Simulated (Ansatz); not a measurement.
Run report: Si, molecular dynamics (part 2 of 2)

Continued. System: Si (Fd-3m, 16 atoms in the cell). Method: DFT PBEsol, scalar-relativistic, plane waves, PAW, no spin polarisation (Ansatz 0.2.0); cutoff 420 eV, 2×2×2 k-mesh, Fermi–Dirac smearing of 0.3 eV. The structure was built on a prototype by a generator; it need not be a known phase. It belongs to a series of runs on one base structure; here: dynamics from the start.

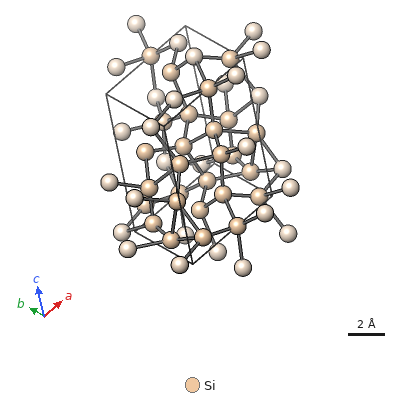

Figure 1. The geometry at step 43 of the log (ball-and-stick view of the cell of the calculation, seen slightly off an axis; neighbours outside the cell are drawn fainter).

## Trajectory as extended XYZ (Å, eV, eV/Å), 14 of the 81 frames kept, from step=0 to step=80
```
16
Lattice="0.0000 5.6890 5.6890 5.6890 0.0000 5.6890 5.6890 5.6890 0.0000" Properties=species:S:1:pos:R:3:forces:R:3 step=0 time_fs=0.0 energy=-9941.13340 temperature=3281.2
Si    0.0000    0.0000    0.0000    0.0000   0.0000   0.0000
Si    1.4222    1.4222    1.4222    0.0000   0.0000   0.0000
Si    2.8445    2.8445    0.0000    0.0000   0.0000   0.0000
Si    4.2667    4.2667    1.4222    0.0000   0.0000   0.0000
Si    2.8445    0.0000    2.8445    0.0000   0.0000   0.0000
Si    4.2667    1.4222    4.2667    0.0000   0.0000   0.0000
Si    5.6890    2.8445    2.8445    0.0000   0.0000   0.0000
Si    7.1112    4.2667    4.2667    0.0000   0.0000   0.0000
Si    0.0000    2.8445    2.8445    0.0000   0.0000   0.0000
Si    1.4222    4.2667    4.2667    0.0000   0.0000   0.0000
Si    2.8445    5.6890    2.8445    0.0000   0.0000   0.0000
Si    4.2667    7.1112    4.2667    0.0000   0.0000   0.0000
Si    2.8445    2.8445    5.6890    0.0000   0.0000   0.0000
Si    4.2667    4.2667    7.1112    0.0000   0.0000   0.0000
Si    5.6890    5.6890    5.6890    0.0000   0.0000   0.0000
Si    7.1112    7.1112    7.1112    0.0000   0.0000   0.0000
16
Lattice="0.0000 5.6890 5.6890 5.6890 0.0000 5.6890 5.6890 5.6890 0.0000" Properties=species:S:1:pos:R:3:forces:R:3 step=6 time_fs=9.0 energy=-9939.96417 temperature=2123.0
Si    0.0397   -0.0465   -0.0775    0.4260  -0.3385   0.9224
Si    1.3776    1.4830    1.4698   -0.1750  -0.0315  -0.9214
Si    2.8097    2.9244   -0.0898    0.7231  -0.7398   2.0910
Si    4.2821    4.2833    1.4534   -0.4257   0.5048  -0.6100
Si    2.6858    0.0501    2.8647    1.7806   0.1537  -0.3694
Si    4.3373    1.3210    4.3106   -0.5970   0.4934  -0.9152
Si    5.6233    2.8203    2.7668    0.7577  -0.1183   0.7604
Si    7.3256    4.1884    4.1895   -2.8990   0.6049  -0.3394
Si    0.0266    2.8977    2.8829   -0.5496  -0.4546   0.2439
Si    1.4940    4.1964    4.2301    0.3804   0.6333   0.2051
Si    2.8324    5.8144    2.8228    0.0392  -0.6599   0.2209
Si    4.1756    7.1615    4.3820    0.8356  -0.4163  -0.8400
Si    2.9591    2.7810    5.6631   -0.2978   0.3951   0.3190
Si    4.3288    4.2965    7.1622   -1.2370  -0.4911   0.4284
Si    5.5617    5.6405    5.7720    1.4029   0.7381  -0.9728
Si    7.0983    7.1555    7.0747   -0.1645  -0.2733  -0.2228
16
Lattice="0.0000 5.6890 5.6890 5.6890 0.0000 5.6890 5.6890 5.6890 0.0000" Properties=species:S:1:pos:R:3:forces:R:3 step=12 time_fs=18.0 energy=-9937.99108 temperature=1454.2
Si    0.0807   -0.0790   -0.1128    0.8065  -1.0109   1.3000
Si    1.2850    1.5176    1.4239    0.1520  -0.0929  -0.4841
Si    2.7874    2.9311   -0.1473    0.4303  -0.3232   3.3741
Si    4.3191    4.2650    1.5274   -1.5734   1.8210  -1.7418
Si    2.6347    0.0826    2.8744    2.2197   1.2241  -1.2368
Si    4.4075    1.2238    4.3051   -1.3740   1.2197  -1.1985
Si    5.5038    2.7808    2.6529    2.0369  -1.1554   1.7322
Si    7.4810    4.1369    4.0374   -3.7150  -0.2175  -0.2423
Si    0.0209    2.9295    2.9859   -0.8646  -0.6631  -0.5482
Si    1.5909    4.0814    4.2248    0.3720   1.6668   0.3628
Si    2.8366    5.9507    2.8471    0.1817  -1.4076   0.2722
Si    4.1548    7.2262    4.4672    1.4917  -1.2267  -1.3332
Si    3.0193    2.7549    5.6696    0.0478   0.2062   0.3318
Si    4.3621    4.3706    7.1806   -1.8038  -1.4160   1.2681
Si    5.5348    5.5827    5.7791    1.9290   1.7401  -1.6129
Si    7.1006    7.1769    7.0359   -0.3368  -0.3647  -0.2431
16
Lattice="0.0000 5.6890 5.6890 5.6890 0.0000 5.6890 5.6890 5.6890 0.0000" Properties=species:S:1:pos:R:3:forces:R:3 step=18 time_fs=27.0 energy=-9937.67729 temperature=1646.1
Si    0.1225   -0.1193   -0.1357    0.8722  -1.0844   1.5765
Si    1.1874    1.6041    1.4044    0.4438  -0.4663  -0.3502
Si    2.7920    2.8996   -0.0888   -0.5358   0.7487   2.4027
Si    4.2473    4.2621    1.5077   -0.9614   1.5395  -1.3934
Si    2.6366    0.1819    2.8465    1.7034   0.9071  -0.9889
Si    4.5040    1.1408    4.2371   -1.9707   1.7591  -0.9814
Si    5.4444    2.7000    2.5795    2.0054  -0.6836   1.3960
Si    7.5743    4.0849    3.8878   -2.8007  -0.8427   0.3691
Si   -0.0476    2.9557    3.0368   -0.3313  -0.1557  -0.3818
Si    1.7031    4.0501    4.2595   -0.6931   1.7748  -0.4189
Si    2.8893    6.0015    2.8853   -0.3234  -1.6706  -0.2382
Si    4.1281    7.2483    4.4595    2.0748  -1.3740  -0.8430
Si    3.0250    2.7638    5.6746    0.7805  -0.3505   0.5265
Si    4.3005    4.4152    7.2228   -1.0885  -0.9724   0.5701
Si    5.5999    5.5390    5.7432    1.1739   1.4492  -1.0321
Si    7.1305    7.1854    7.0240   -0.3493  -0.5783  -0.2130
16
Lattice="0.0000 5.6890 5.6890 5.6890 0.0000 5.6890 5.6890 5.6890 0.0000" Properties=species:S:1:pos:R:3:forces:R:3 step=25 time_fs=37.5 energy=-9937.68628 temperature=1987.8
Si    0.1512   -0.2409   -0.1521    0.2668  -0.2093   1.4736
Si    1.0469    1.7016    1.3663    0.6910  -1.2309  -0.1163
Si    2.8074    2.7658    0.1121   -0.9063   1.4369   0.1333
Si    4.2016    4.2296    1.4275   -0.0337   0.8935  -0.2132
Si    2.6641    0.3390    2.8066    0.4424  -0.4142  -0.2768
Si    4.5728    1.0643    4.1571   -1.6956   1.6800  -0.3647
Si    5.4631    2.6106    2.5627    1.3891   0.4333   0.8032
Si    7.5628    4.0478    3.8268   -1.6348  -0.3637   0.8706
Si   -0.1183    2.9870    3.0279   -0.0082   0.5040   0.2101
Si    1.7914    4.1377    4.2966   -1.2105   1.0526  -1.0401
Si    2.9366    5.9658    2.9296   -0.7657  -1.3119  -0.9037
Si    4.1497    7.2342    4.4723    1.8925  -1.0764  -0.4637
Si    3.0802    2.8081    5.6465    0.6113  -0.7310   0.9493
Si    4.1894    4.5195    7.3108    0.0649  -0.8123  -0.5276
Si    5.6985    5.4873    5.6961    0.3108   0.9219  -0.3852
Si    7.0917    7.1808    6.9686    0.5860  -0.7726  -0.1489
16
Lattice="0.0000 5.6890 5.6890 5.6890 0.0000 5.6890 5.6890 5.6890 0.0000" Properties=species:S:1:pos:R:3:forces:R:3 step=31 time_fs=46.5 energy=-9936.84775 temperature=2473.1
Si    0.2950   -0.3316   -0.1502   -1.1249   0.7701   1.4243
Si    0.9210    1.7361    1.3810    1.2363  -1.4524  -0.6872
Si    2.8535    2.6598    0.3023   -0.3346   0.6381  -1.2518
Si    4.1991    4.2663    1.3813    0.4916   0.3342   0.4665
Si    2.6388    0.4359    2.7427   -0.0006  -0.7307   0.3701
Si    4.6381    0.9806    4.0996   -1.6401   0.6787   0.5508
Si    5.4247    2.5300    2.6390    1.4974   1.4891  -0.5568
Si    7.4428    4.0316    3.8210   -1.0828   0.0009   0.9907
Si   -0.1075    3.0241    3.0006   -0.3048   0.8504   0.8931
Si    1.8713    4.1963    4.3088   -0.7422   0.3312  -1.4450
Si    2.9278    5.9824    2.8829   -0.5990  -1.1683  -0.9555
Si    4.2469    7.1506    4.4079    0.8510  -0.1260   0.4981
Si    3.1378    2.8463    5.6761    0.4309  -0.7408   0.8688
Si    4.1194    4.6001    7.3992    0.8356  -0.9983  -1.1907
Si    5.7638    5.4023    5.6235    0.0345   0.8801  -0.0890
Si    7.0729    7.1990    6.9058    0.4516  -0.7563   0.1136
16
Lattice="0.0000 5.6890 5.6890 5.6890 0.0000 5.6890 5.6890 5.6890 0.0000" Properties=species:S:1:pos:R:3:forces:R:3 step=37 time_fs=55.5 energy=-9935.60675 temperature=2003.6
Si    0.4868   -0.4292   -0.1369   -3.2421   1.9978   1.9618
Si    0.8095    1.6948    1.4076    1.4132  -1.1809  -1.1383
Si    2.8812    2.5812    0.4743    0.0461  -0.1502  -1.3584
Si    4.1953    4.3182    1.3232    0.7143   0.0874   0.7483
Si    2.6091    0.5229    2.6454    0.2833  -1.0471   0.5340
Si    4.6200    0.9351    4.0729   -1.4096  -0.4401   1.4770
Si    5.4016    2.4630    2.7097    1.4119   2.4608  -1.4358
Si    7.2678    4.0502    3.8368   -0.7245   0.2202   0.7068
Si   -0.1170    3.0888    2.9509   -0.0813   0.6619   1.4114
Si    1.9566    4.2660    4.3272    0.3413  -0.5116  -2.5803
Si    2.9004    6.0292    2.8129    0.1679  -0.9682  -0.3605
Si    4.4016    7.1017    4.3638   -0.3327   0.2049   0.5093
Si    3.1586    2.8766    5.6991    0.4143  -0.9173   0.9363
Si    4.1339    4.6079    7.4101    0.4879  -0.5255  -1.3573
Si    5.8063    5.3989    5.5831   -0.0172   0.7451   0.0634
Si    7.0409    7.2118    6.9201    0.5273  -0.6372  -0.1179
16
Lattice="0.0000 5.6890 5.6890 5.6890 0.0000 5.6890 5.6890 5.6890 0.0000" Properties=species:S:1:pos:R:3:forces:R:3 step=43 time_fs=64.5 energy=-9934.89704 temperature=1990.3
Si    0.5892   -0.4141   -0.1118   -3.4746   1.7385   1.7613
Si    0.7659    1.6103    1.3842    0.9581  -0.3967  -0.7555
Si    2.9145    2.5321    0.5933    0.2767  -0.5652  -1.0036
Si    4.1425    4.3967    1.2768    0.9278   0.1325   0.7938
Si    2.6323    0.5860    2.5445    0.4755  -1.2606   0.2666
Si    4.5063    0.8801    4.0356   -0.8850  -0.5187   1.7442
Si    5.3973    2.4172    2.7527    1.2441   2.4056  -1.6101
Si    7.0567    4.0363    3.8584   -0.2288   0.2300   0.2123
Si   -0.1030    3.1818    2.9041    0.8674  -0.7512   1.7809
Si    2.0462    4.3055    4.3091   -0.0681  -0.1839  -2.7505
Si    2.9035    6.1035    2.8385    0.5902  -1.0307  -0.2491
Si    4.5131    7.0950    4.4124   -0.9588   0.8486  -0.1195
Si    3.1475    2.9199    5.7010    0.6295  -1.3446   1.2035
Si    4.2355    4.5610    7.4007   -0.6496   0.6114  -1.8870
Si    5.8711    5.4547    5.5069   -0.1712   0.2107   0.6992
Si    7.0501    7.1716    6.9194    0.4667  -0.1257  -0.0865
16
Lattice="0.0000 5.6890 5.6890 5.6890 0.0000 5.6890 5.6890 5.6890 0.0000" Properties=species:S:1:pos:R:3:forces:R:3 step=49 time_fs=73.5 energy=-9934.95632 temperature=2533.2
Si    0.5751   -0.3652   -0.0726   -2.2993   0.3605   0.3045
Si    0.7478    1.4755    1.3952    0.3398   0.6280  -0.3310
Si    2.9612    2.4383    0.6980    0.5492  -0.2303  -0.7592
Si    4.1394    4.4500    1.2948    0.8245  -0.0227   0.6137
Si    2.6669    0.6158    2.4232    0.6669  -1.3328   0.1488
Si    4.3585    0.8344    4.0294   -0.0805   0.0880   1.8011
Si    5.4687    2.3715    2.8123    0.7384   1.5249  -1.3348
Si    6.8482    4.0619    3.8825    0.3361  -0.0735  -0.3655
Si   -0.0554    3.2281    2.8700    1.2334  -1.4142   1.8582
Si    2.0604    4.2419    4.1945   -0.8133   0.4312  -1.3239
Si    2.9172    6.2224    2.8201    0.8112  -1.7552   0.2297
Si    4.5333    7.1157    4.4525   -0.9985   1.1828  -0.3868
Si    3.2217    2.9152    5.7314   -0.0309  -1.2080   0.3616
Si    4.2851    4.5160    7.3264   -0.9476   1.0153  -1.8455
Si    5.8992    5.4825    5.4825   -0.6346   0.0599   1.0750
Si    7.0907    7.0775    6.8994    0.3052   0.7462  -0.0460
16
Lattice="0.0000 5.6890 5.6890 5.6890 0.0000 5.6890 5.6890 5.6890 0.0000" Properties=species:S:1:pos:R:3:forces:R:3 step=55 time_fs=82.5 energy=-9934.42367 temperature=2568.7
Si    0.5166   -0.3440    0.0034   -1.5568  -1.1443  -1.3097
Si    0.7993    1.3397    1.4167   -0.3369   2.0028   0.4579
Si    3.0436    2.3740    0.7854    0.4907   0.1686  -1.0374
Si    4.1532    4.4492    1.3479    0.8079   0.2239   0.6625
Si    2.7387    0.6050    2.3096    1.2621  -1.6512   0.6619
Si    4.2241    0.7463    4.1345    0.7192   1.0926   1.1990
Si    5.5614    2.3320    2.8486   -0.5842  -0.2677  -0.8608
Si    6.6561    4.0474    3.8580    0.8579   0.3488  -0.4254
Si   -0.0566    3.2209    2.8244    0.9928  -1.4085   1.4018
Si    2.0383    4.2359    3.9649   -0.6535   0.3007   0.4421
Si    2.9143    6.3824    2.8410    0.1918  -2.2680  -0.2639
Si    4.4717    7.1053    4.4635   -0.2313   1.4499  -0.0069
Si    3.2901    2.8928    5.7629   -1.1815  -1.2880  -1.2477
Si    4.3148    4.4810    7.1494   -0.4191   1.1490  -0.8081
Si    5.9525    5.5202    5.4783   -1.4910  -0.5784   0.3554
Si    7.0539    6.9836    6.8399    1.1319   1.8698   0.7793
16
Lattice="0.0000 5.6890 5.6890 5.6890 0.0000 5.6890 5.6890 5.6890 0.0000" Properties=species:S:1:pos:R:3:forces:R:3 step=62 time_fs=93.0 energy=-9933.79038 temperature=2371.2
Si    0.3871   -0.3524   -0.0146   -0.9706  -0.9694  -1.5502
Si    0.9250    1.2397    1.4703   -1.1012   1.9141   0.1832
Si    3.0721    2.3033    0.8133    0.8460   1.1179  -0.8876
Si    4.2334    4.5382    1.4014    0.2476  -0.2352   0.7472
Si    2.8526    0.5446    2.2746    1.9383  -1.9112   1.1086
Si    4.0966    0.6448    4.3260    0.8828   1.4398   0.7112
Si    5.6087    2.2198    2.9119   -1.2804  -1.8009  -0.8914
Si    6.4768    4.0020    3.7445    0.8690   1.9183   0.1763
Si   -0.0568    3.1106    2.8249    0.4018  -0.5696   0.3975
Si    1.9846    4.2385    3.7673   -0.2452   0.1950   1.1639
Si    2.9213    6.5555    2.8605   -0.3282  -2.2859  -0.6946
Si    4.4445    7.1946    4.4895    0.2747   0.9311   0.3651
Si    3.3647    2.8354    5.7495   -1.8743  -1.7297  -1.9443
Si    4.3663    4.4574    6.9480    0.2065   0.7966   0.9571
Si    5.9547    5.5428    5.5029   -1.6264  -1.2834  -1.2625
Si    7.0053    6.9340    6.8204    1.7594   2.4724   1.4206
16
Lattice="0.0000 5.6890 5.6890 5.6890 0.0000 5.6890 5.6890 5.6890 0.0000" Properties=species:S:1:pos:R:3:forces:R:3 step=68 time_fs=102.0 energy=-9933.73087 temperature=2039.4
Si    0.2670   -0.3146   -0.0330    0.1640  -0.2337  -1.6260
Si    1.0162    1.1692    1.5960   -1.7544   1.2829  -0.6241
Si    3.0634    2.3297    0.7877    0.9337   0.9617  -0.3118
Si    4.3186    4.6235    1.3884   -0.6166  -0.6602   1.3715
Si    2.9581    0.4778    2.2559    2.5864  -1.4837   1.0020
Si    3.9494    0.6061    4.4840    0.7490   1.3374   0.3468
Si    5.5659    2.1671    2.9922   -0.8729  -1.8712  -0.9363
Si    6.3592    4.0557    3.6832    0.5520   1.8550  -0.1550
Si   -0.0277    3.0091    2.8246    0.2642   0.0610  -0.0055
Si    1.9160    4.2360    3.6825    0.0549   0.2741   1.3632
Si    2.8520    6.5938    2.8185    0.7832  -2.1847   0.5965
Si    4.4902    7.2989    4.5070   -0.3656   0.1090   0.0854
Si    3.3642    2.8073    5.7158   -1.9160  -1.3939  -1.7776
Si    4.4844    4.4394    6.8397   -0.6371  -0.2047   1.8950
Si    5.9497    5.5328    5.5230   -0.7424  -0.3364  -1.9506
Si    7.0819    6.9170    6.8082    0.8176   2.4871   0.7266
16
Lattice="0.0000 5.6890 5.6890 5.6890 0.0000 5.6890 5.6890 5.6890 0.0000" Properties=species:S:1:pos:R:3:forces:R:3 step=74 time_fs=111.0 energy=-9934.27021 temperature=2148.5
Si    0.1912   -0.2064   -0.0794    0.5508  -0.2215  -1.0668
Si    1.0645    1.1039    1.7067   -0.7649   0.3237  -0.6954
Si    3.0594    2.3794    0.7603    0.5486   0.7702   0.4964
Si    4.3042    4.6752    1.4125   -0.4855  -0.6066   1.2740
Si    3.1429    0.4163    2.2355    1.4303  -0.3396   0.8112
Si    3.8442    0.6164    4.6297    0.3424   0.8432  -0.2167
Si    5.4864    2.0940    3.0672   -0.0905  -0.5662  -0.6200
Si    6.2899    4.1740    3.6604    0.0050   0.2943  -1.1812
Si    0.0440    2.9343    2.8317   -0.1673   0.4365   0.1096
Si    1.9202    4.1972    3.6800    0.1699   0.3887   1.3351
Si    2.8076    6.5810    2.8234    1.0861  -2.0981   1.2628
Si    4.4744    7.3820    4.6297   -0.0936  -0.2372  -0.7930
Si    3.2973    2.7887    5.6230   -1.4725  -0.2288  -1.2064
Si    4.5626    4.4408    6.7948   -0.9255  -1.3436   1.7592
Si    5.9544    5.5683    5.4755   -0.6452   0.3263  -1.5088
Si    7.1992    6.8988    6.7316    0.5118   2.2586   0.2399
16
Lattice="0.0000 5.6890 5.6890 5.6890 0.0000 5.6890 5.6890 5.6890 0.0000" Properties=species:S:1:pos:R:3:forces:R:3 step=80 time_fs=120.0 energy=-9934.50030 temperature=2944.6
Si    0.1384   -0.1254   -0.1878    1.1154  -0.2773  -0.0927
Si    1.1139    1.0837    1.7465    0.1922  -0.7493  -0.8848
Si    3.0563    2.3928    0.7292   -0.1695   0.8945   1.4828
Si    4.2905    4.6824    1.4162   -0.2085  -0.3610   0.9400
Si    3.3665    0.3358    2.1775   -0.1241   0.9727   1.2010
Si    3.7575    0.5831    4.7531   -0.3456   0.4989  -0.8256
Si    5.3459    2.0352    3.1216    0.2078   0.1280  -0.3454
Si    6.2695    4.3239    3.6089   -0.1200  -1.0299  -2.4062
Si    0.0577    2.8567    2.8153    0.0185   0.9648   0.6936
Si    1.9769    4.1775    3.6999   -0.5548   0.2377   0.7491
Si    2.7901    6.4807    2.8473    1.1264  -1.8287   1.3593
Si    4.4473    7.4605    4.7519    0.6928  -0.7580  -2.0023
Si    3.1700    2.8029    5.4732   -0.4107   0.5564  -0.2073
Si    4.6657    4.3921    6.8334   -0.5746  -1.8154   0.3002
Si    5.9646    5.6032    5.3774   -0.9684   1.0750   0.4571
Si    7.3054    6.8968    6.6871    0.1232   1.4915  -0.4187
```

This output came from the following input.

## Input
```yaml
crystal:
  lattice:
    - [0.0, 5.688954, 5.688954]
    - [5.688954, 0.0, 5.688954]
    - [5.688954, 5.688954, 0.0]
  atoms:
    - { symbol: Si, position: [0.0, 0.0, 0.0] }
    - { symbol: Si, position: [0.125, 0.125, 0.125] }
    - { symbol: Si, position: [0.0, 0.0, 0.5] }
    - { symbol: Si, position: [0.125, 0.125, 0.625] }
    - { symbol: Si, position: [0.0, 0.5, 0.0] }
    - { symbol: Si, position: [0.125, 0.625, 0.125] }
    - { symbol: Si, position: [0.0, 0.5, 0.5] }
    - { symbol: Si, position: [0.125, 0.625, 0.625] }
    - { symbol: Si, position: [0.5, 0.0, 0.0] }
    - { symbol: Si, position: [0.625, 0.125, 0.125] }
    - { symbol: Si, position: [0.5, 0.0, 0.5] }
    - { symbol: Si, position: [0.625, 0.125, 0.625] }
    - { symbol: Si, position: [0.5, 0.5, 0.0] }
    - { symbol: Si, position: [0.625, 0.625, 0.125] }
    - { symbol: Si, position: [0.5, 0.5, 0.5] }
    - { symbol: Si, position: [0.625, 0.625, 0.625] }
basis:
  ecutwfc: 420.0
kpoints:
  mp_grid: { grid: [2, 2, 2] }
hamiltonian:
  xc: pbesol
scf:
  occupations: { method: fermi_dirac, width: 0.3 }
  lower_state_search: "off"
md:
  timestep: 1.5
  n_steps: 80
  ensemble: nvt_langevin
  temperature: 3500.0
  initial_velocities: maxwell_boltzmann
  seed: 826780
  friction: 0.02
```

Launched with:
```bash
ansatz run input.yaml --threads 1 --pin off --max-ram 3072MiB --backend cpu --events-out ev --progress --plain --runs-dir out
```

## Key numbers

```json
{"quantity": "outcome", "value": "finished"}
{"quantity": "mean temperature over the second half", "value": "2403 K"}
{"quantity": "trajectory", "value": "80 steps, 120 fs"}
{"quantity": "ensemble", "value": "nvt_langevin"}
{"quantity": "temperature in the input", "value": "3500.0 K"}
{"quantity": "time step", "value": "1.5 fs"}
{"quantity": "space group of the start (tolerance 0.01 Å)", "value": "Fd-3m (227)"}
{"quantity": "electrons treated", "value": "64"}
{"quantity": "potential energy (free energy of the electrons) (last step)", "value": "−9934.5003 eV"}
{"quantity": "Fermi energy (last step)", "value": "4.991 eV"}
{"quantity": "largest force (length of the vector) (last step)", "value": "2.620 eV/Å"}
{"quantity": "hardware", "value": "1 thread of Arm Neoverse V2, 128 GiB of memory available, shared host"}
{"quantity": "wall time", "value": "8 min"}
{"quantity": "peak memory", "value": "0.7 GiB"}
```

## Remarks

So short a trajectory is not equilibrated. The logged temperature at the start can lie below the typed one, since it is counted over all degrees of freedom. The temperature stays far from the 3500 K of the thermostat over the second half: the run isn't equilibrated.
